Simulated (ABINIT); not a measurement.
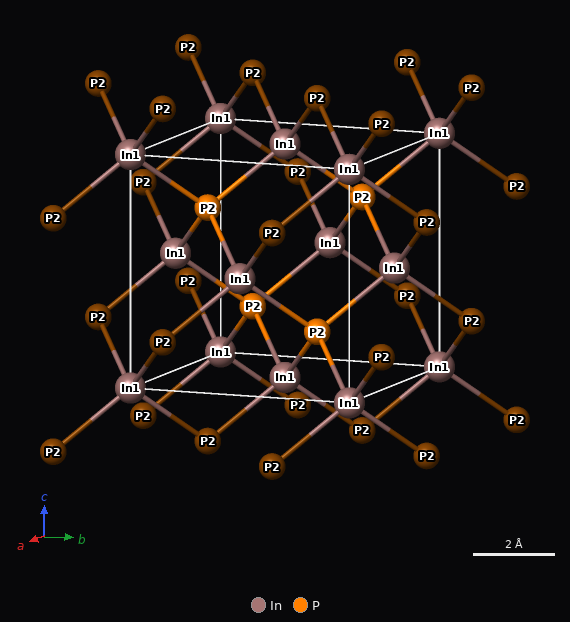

*The structure (ball-and-stick view of the cell 4 times as large as that of the calculation, set on its symmetry axes, seen slightly off an axis; neighbours outside the cell are drawn fainter; atoms are numbered from 1 in the order of the input). An atom can appear more than once, as a periodic image.*

# Single-point calculation of InP

- system: InP (F-43m, 2 atoms in the cell)
- method: Kohn-Sham DFT of a periodic cell, BLYP, JTH PAW PBE v2.0 sp, no spin polarisation (ABINIT 10.8.3)

The structure derives from an entry of the Crystallography Open Database.

Output:
```
.Version 10.8.3 of ABINIT
 Symmetries : space group F-4 3 m (#216); Bravais cF (face-center cubic)
================================================================================
 Values of the parameters that define the memory need of the present run
     intxc =       0    ionmov =       0      iscf =      17    lmnmax =      13
     lnmax =       5     mgfft =      40  mpssoang =       3    mqgrid =    3001
     natom =       2  nloc_mem =       2    nspden =       1   nspinor =       1
    nsppol =       1      nsym =      24    n1xccc =       1    ntypat =       2
    occopt =       6   xclevel =       2
       mpw =        2640          nfft =       64000          nkpt =          29
 PAW method is used; the additional fine FFT grid is defined by:
   mgfftf=        54    nfftf =    157464
================================================================================
================================================================================

--------------------------------------------------------------------------------
------------- Echo of variables that govern the present computation ------------
--------------------------------------------------------------------------------
 -outvars: echo values of preprocessed input variables --------
            acell      1.8897261259E+00  1.8897261259E+00  1.8897261259E+00 Bohr
              amu      1.14820000E+02  3.09737620E+01
             ecut      2.95000000E+01 Hartree
           enunit           2
              ixc     -106131
         kptrlatt        8    0    0      0    8    0      0    0    8
          kptrlen      6.26535348E+01
            natom           2
            nband           8
            ngfft          40      40      40
          ngfftdg          54      54      54
             nkpt          29
            nstep         100
             nsym          24
           ntypat           2
           occopt           6
        pawecutdg      5.72000000E+01 Hartree
         pawxcdev           0
           prtden           0
        prtebands           0
           prteig           0
            prtwf           0
            rprim      0.0000000000E+00  2.9305000000E+00  2.9305000000E+00
                       2.9305000000E+00  0.0000000000E+00  2.9305000000E+00
                       2.9305000000E+00  2.9305000000E+00  0.0000000000E+00
          spgroup         216
           tolvrs      1.00000000E-09
           tsmear      1.83746611E-03 Hartree
            typat      1  2
           useylm           1
           xangst      0.0000000000E+00  0.0000000000E+00  0.0000000000E+00
                       4.3957500000E+00  4.3957500000E+00  4.3957500000E+00
            xcart      0.0000000000E+00  0.0000000000E+00  0.0000000000E+00
                       8.3067636180E+00  8.3067636180E+00  8.3067636180E+00
             xred      0.0000000000E+00  0.0000000000E+00  0.0000000000E+00
                       7.5000000000E-01  7.5000000000E-01  7.5000000000E-01
            znucl       49.00000   15.00000

================================================================================

 chkinp: Checking input parameters for consistency.

================================================================================
== DATASET  1 ==================================================================

--- !DatasetInfo
iteration_state: {dtset: 1, }
dimensions: {natom: 2, nkpt: 29, mband: 8, nsppol: 1, nspinor: 1, nspden: 1, mpw: 2640, }
cutoff_energies: {ecut:  29.5, pawecutdg:  57.2, }
electrons: {nelect:   8.00000000E+00, charge:   0.00000000E+00, occopt:   6.00000000E+00, tsmear:   1.83746611E-03, }
meta: {optdriver: 0, ionmov: 0, optcell: 0, iscf: 17, paral_kgb: 0, }
...

 Real(R)+Recip(G) space primitive vectors, cartesian coordinates (Bohr,Bohr^-1):
 R(1)=  0.0000000  5.5378424  5.5378424  G(1)= -0.0902879  0.0902879  0.0902879
 R(2)=  5.5378424  0.0000000  5.5378424  G(2)=  0.0902879 -0.0902879  0.0902879
 R(3)=  5.5378424  5.5378424  0.0000000  G(3)=  0.0902879  0.0902879 -0.0902879
 Unit cell volume ucvol=  3.3966576E+02 bohr^3
 Angles (23,13,12)=  6.00000000E+01  6.00000000E+01  6.00000000E+01 degrees

 Coarse grid specifications (used for wave-functions):

 getcut: wavevector=  0.0000  0.0000  0.0000  ngfft=  40  40  40
         ecut(hartree)=     29.500   => boxcut(ratio)=   2.08895

 Fine grid specifications (used for densities):

 getcut: wavevector=  0.0000  0.0000  0.0000  ngfft=  54  54  54
         ecut(hartree)=     57.200   => boxcut(ratio)=   2.02593

--- Pseudopotential description ------------------------------------------------
- pspini: atom type   1  psp file is ./In.GGA_PBE-JTH_sp.xml
 Pseudopotential format is: paw10
 basis_size (lnmax)=  5 (lmn_size= 13), orbitals=   0   0   1   1   2
 Spheres core radius: rc_sph= 2.90115454
 Shapefunction is SIN type: shapef(r)=[sin(pi*r/rshp)/(pi*r/rshp)]**2
 Radius for shape functions =  2.20905649
 Compensation charge density is not taken into account in XC energy/potential

- pspini: atom type   2  psp file is ./P.GGA_PBE-JTH.xml
 Pseudopotential format is: paw10
 basis_size (lnmax)=  4 (lmn_size=  8), orbitals=   0   0   1   1
 Spheres core radius: rc_sph= 1.60765221
 Shapefunction is SIN type: shapef(r)=[sin(pi*r/rshp)/(pi*r/rshp)]**2
 Radius for shape functions =  1.60765221
 Compensation charge density is not taken into account in XC energy/potential

   2.29043081E+02                                ecore*ucvol(ha*bohr**3)
--------------------------------------------------------------------------------

================================================================================

--- !BeginCycle
iteration_state: {dtset: 1, }
solver: {iscf: 17, nstep: 100, nline: 4, wfoptalg: 10, }
tolerances: {tolvrs: 1.00E-09, }
...

     iter   Etot(hartree)      deltaE(h)  residm     nres2
 ETOT  1  -8.6564925978721    -8.656E+00 4.594E-02 5.607E+00
 ETOT  2  -8.7059353467042    -4.944E-02 2.256E-03 5.189E-01
 ETOT  3  -8.7052457370578     6.896E-04 2.697E-04 8.892E-02
 ETOT  4  -8.7052552888803    -9.552E-06 1.346E-04 3.678E-03
 ETOT  5  -8.7052795575124    -2.427E-05 2.708E-04 1.189E-04
 ETOT  6  -8.7052797373234    -1.798E-07 1.049E-04 5.525E-06
 ETOT  7  -8.7052797214952     1.583E-08 1.916E-04 2.271E-07
 ETOT  8  -8.7052797221765    -6.812E-10 5.939E-05 4.779E-08
 ETOT  9  -8.7052797223487    -1.722E-10 1.011E-04 4.851E-09
 ETOT 10  -8.7052797223819    -3.316E-11 2.748E-05 1.063E-10

 At SCF step   10       nres2   =  1.06E-10 < tolvrs=  1.00E-09 =>converged.

 Cartesian components of stress tensor (hartree/bohr^3)
  sigma(1 1)= -3.10914297E-04  sigma(3 2)=  0.00000000E+00
  sigma(2 2)= -3.10914297E-04  sigma(3 1)=  0.00000000E+00
  sigma(3 3)= -3.10914297E-04  sigma(2 1)=  0.00000000E+00

--- !ResultsGS
iteration_state: {dtset: 1, }
comment   : Summary of ground state results
lattice_vectors:
- [  0.0000000,   5.5378424,   5.5378424, ]
- [  5.5378424,   0.0000000,   5.5378424, ]
- [  5.5378424,   5.5378424,   0.0000000, ]
lattice_lengths: [   7.83169,    7.83169,    7.83169, ]
lattice_angles: [ 60.000,  60.000,  60.000, ] # degrees, (23, 13, 12)
lattice_volume:   3.3966576E+02
convergence: {deltae: -3.316E-11, res2:  1.063E-10, residm:  2.748E-05, diffor: null, }
etotal    :  -8.70527972E+00
entropy   :   0.00000000E+00
fermie    :   1.00806133E-01
cartesian_stress_tensor: # hartree/bohr^3
- [ -3.10914297E-04,   0.00000000E+00,   0.00000000E+00, ]
- [  0.00000000E+00,  -3.10914297E-04,   0.00000000E+00, ]
- [  0.00000000E+00,   0.00000000E+00,  -3.10914297E-04, ]
pressure_GPa:   9.1474E+00
xred      :
- [  0.0000E+00,   0.0000E+00,   0.0000E+00, In]
- [  7.5000E-01,   7.5000E-01,   7.5000E-01,  P]
cartesian_forces: # hartree/bohr
- [ -0.00000000E+00,  -1.13959314E-30,   7.59728762E-31, ]
- [ -0.00000000E+00,   1.13959314E-30,  -7.59728762E-31, ]
force_length_stats: {min:   1.36962050E-30, max:   1.36962050E-30, mean:   1.36962050E-30, }
...

 Integrated electronic density in atomic spheres:
 ------------------------------------------------
 Atom  Sphere_radius  Integrated_density
    1        2.90115          2.39836372
    2        1.60765          1.61464722

================================================================================

 ----iterations are completed or convergence reached----

 Mean square residual over all n,k,spin=   12.564E-08; max=  27.479E-06
 reduced coordinates (array xred) for    2 atoms
       0.000000000000      0.000000000000      0.000000000000
       0.750000000000      0.750000000000      0.750000000000
 rms dE/dt=  6.4267E-30; max dE/dt=  1.2622E-29; dE/dt below (all hartree)
    1       0.000000000000     -0.000000000000      0.000000000000
    2       0.000000000000      0.000000000000      0.000000000000

 cartesian coordinates (angstrom) at end:
    1      0.00000000000000     0.00000000000000     0.00000000000000
    2      4.39575000000000     4.39575000000000     4.39575000000000

 cartesian forces (hartree/bohr) at end:
    1     -0.00000000000000    -0.00000000000000     0.00000000000000
    2     -0.00000000000000     0.00000000000000    -0.00000000000000
 frms,max,avg= 7.9075077E-31 1.1395931E-30   0.000E+00  0.000E+00  0.000E+00 h/b

 cartesian forces (eV/Angstrom) at end:
    1     -0.00000000000000    -0.00000000000000     0.00000000000000
    2     -0.00000000000000     0.00000000000000    -0.00000000000000
 frms,max,avg= 4.0662039E-29 5.8600236E-29   0.000E+00  0.000E+00  0.000E+00 e/A
 length scales=  1.889726125908  1.889726125908  1.889726125908 bohr
              =  1.000000000000  1.000000000000  1.000000000000 angstroms
 Fermi (or HOMO) energy (hartree) =   0.10081   Average Vxc (hartree)=  -0.31342
 Eigenvalues (hartree) for nkpt=  29  k points:
 kpt#   1, nband=  8, wtk=  0.00195, kpt=  0.0000  0.0000  0.0000 (reduced coord)
  -0.33644    0.08674    0.08674    0.08674    0.11234    0.23946    0.23946    0.23946
      occupation numbers for kpt#   1
   2.00000    2.00000    2.00000    2.00000    0.00000    0.00000    0.00000    0.00000
 prteigrs : prtvol=0 or 1, do not print more k-points.

 Fermi (or HOMO) energy (eV) =   2.74307   Average Vxc (eV)=  -8.52870
 Eigenvalues (   eV  ) for nkpt=  29  k points:
 kpt#   1, nband=  8, wtk=  0.00195, kpt=  0.0000  0.0000  0.0000 (reduced coord)
  -9.15487    2.36035    2.36035    2.36035    3.05689    6.51609    6.51609    6.51609
 prteigrs : prtvol=0 or 1, do not print more k-points.

--- !EnergyTerms
iteration_state     : {dtset: 1, }
comment             : Components of total free energy in Hartree
kinetic             :  3.26432662469533E+00
hartree             :  1.10264486127391E+00
xc                  : -5.91390335375559E+00
Ewald energy        : -8.12335275339701E+00
psp_core            :  6.74319008858976E-01
local_psp           : -4.43887950148767E+00
PAW spherical_terms :  4.72956640575493E+00
internal            : -8.70527870805713E+00
'-kT*entropy'       : -1.79601629240910E-18
total_energy        : -8.70527870805713E+00
total_energy_eV     : -2.36882701303857E+02
...

--- !EnergyTermsDC
iteration_state     : {dtset: 1, }
comment             : '"Double-counting" decomposition of free energy'
band_energy         : -6.69022202706567E-01
Ewald energy        : -8.12335275339701E+00
psp_core            :  6.74319008858976E-01
xc_dc               : -3.36780658066383E+00
PAW spherical_terms :  2.78058280552657E+00
internal            : -8.70527972238187E+00
'-kT*entropy'       : -1.79601629240910E-18
total_energy_dc     : -8.70527972238187E+00
total_energy_dc_eV  : -2.36882728905039E+02
...

--- !EnergyTermsWithPAWCore
iteration_state     : {dtset: 1, }
comment             : 'Components of total free energy, including PAW core contributions'
Total energy        : -6.22457242483975E+03
Total energy DC     : -6.22457242585407E+03
Total energy (eV)   : -1.69379244468397E+05
Total energy DC (eV): -1.69379244495998E+05
...

 Cartesian components of stress tensor (hartree/bohr^3)
  sigma(1 1)= -3.10914297E-04  sigma(3 2)=  0.00000000E+00
  sigma(2 2)= -3.10914297E-04  sigma(3 1)=  0.00000000E+00
  sigma(3 3)= -3.10914297E-04  sigma(2 1)=  0.00000000E+00

-Cartesian components of stress tensor (GPa)         [Pressure=  9.1474E+00 GPa]
- sigma(1 1)= -9.14741443E+00  sigma(3 2)=  0.00000000E+00
- sigma(2 2)= -9.14741443E+00  sigma(3 1)=  0.00000000E+00
- sigma(3 3)= -9.14741443E+00  sigma(2 1)=  0.00000000E+00

== END DATASET(S) ==============================================================
================================================================================

 -outvars: echo values of variables after computation  --------
            acell      1.8897261259E+00  1.8897261259E+00  1.8897261259E+00 Bohr
           etotal     -8.7052797224E+00
            fcart     -0.0000000000E+00 -1.1395931434E-30  7.5972876225E-31
                      -0.0000000000E+00  1.1395931434E-30 -7.5972876225E-31
            rprim      0.0000000000E+00  2.9305000000E+00  2.9305000000E+00
                       2.9305000000E+00  0.0000000000E+00  2.9305000000E+00
                       2.9305000000E+00  2.9305000000E+00  0.0000000000E+00
           strten     -3.1091429696E-04 -3.1091429696E-04 -3.1091429696E-04
                       0.0000000000E+00  0.0000000000E+00  0.0000000000E+00
           xangst      0.0000000000E+00  0.0000000000E+00  0.0000000000E+00
                       4.3957500000E+00  4.3957500000E+00  4.3957500000E+00
             xred      0.0000000000E+00  0.0000000000E+00  0.0000000000E+00
                       7.5000000000E-01  7.5000000000E-01  7.5000000000E-01
 Calculation completed.
```

This output came from the following input.

The input:
```
# Pseudopotentials
pp_dirpath "./"
pseudos "In.GGA_PBE-JTH_sp.xml, P.GGA_PBE-JTH.xml"

# Structure
acell 3*1.0 Angstrom
rprim
     0.0000000000     2.9305000000     2.9305000000
     2.9305000000     0.0000000000     2.9305000000
     2.9305000000     2.9305000000     0.0000000000
ntypat 2
znucl 49 15
natom 2
typat 1 2
xcart
     0.0000000000     0.0000000000     0.0000000000
     4.3957500000     4.3957500000     4.3957500000 Angstrom

# Plane-wave basis
ecut 29.5
pawecutdg 57.2
pawxcdev 0

# k points
kptopt 1
ngkpt 8 8 8
nshiftk 1
shiftk 0.0 0.0 0.0

# Exchange and correlation
ixc -106131

# Bands and occupations
nband 8
occopt 6
tsmear 0.05 eV

# SCF cycle
nstep 100
tolvrs 1.0e-9

# Output
iomode 3
prtwf 0
prtden 0
prteig 0
prtebands 0
enunit 2
```

Launch command:
```bash
abinit run.abi > log 2>&1
```

Key numbers:

```tsv
quantity	value
outcome	converged
space group (tolerance 0.01 Å)	F-43m (216)
electrons treated	8
free energy	−236.8827 eV
Fermi energy	2.743 eV
gap on the k-point mesh	0.70 eV
pressure	9.15 GPa
largest force (length of the vector)	under 0.001 eV/Å
hardware	1 thread of Arm Neoverse V2, 24 GiB of memory available, shared host
wall time	17 s
peak memory	0.16 GiB
```

The cell is under a pressure of 9.1 GPa at this level, so it is not at its equilibrium volume.
